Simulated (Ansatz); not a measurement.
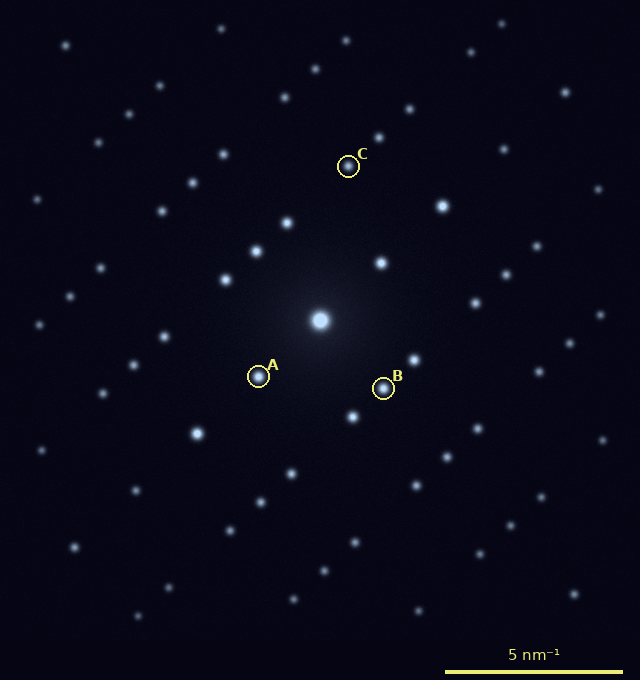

The pattern is a kinematic simulation for 300 kV electrons (no multiple scattering; isotropic B = 0.8 Å²). The zone axis points towards the electron source and the pattern is seen from the source side.

Crystal: K, space group Pm-3n (No. 223), a = 8.42 Å. Structure: the end point of a relaxation with DFT, PBE, plane waves (420 eV) with PAW, scalar-relativistic in Ansatz; the starting structure was generated, so it need not be a known form of this composition.

```tsv
atom	site	symmetry	x	y	z
K	2a	m-3.	0.0000	0.0000	0.0000
K	6c	-4m.2	0.2500	0.0000	0.5000
```

Spot A is indexed 0 0 -2 and spot B -1 2 0.

### What are the indices of the remaining marked spot?

C = −(3/2)A − B = 1 -2 3 (d = 2.252 Å).

### Find the zone axis.

The cross product of A and B is parallel to [210]; every spot obeys hu + kv + lw = 0.
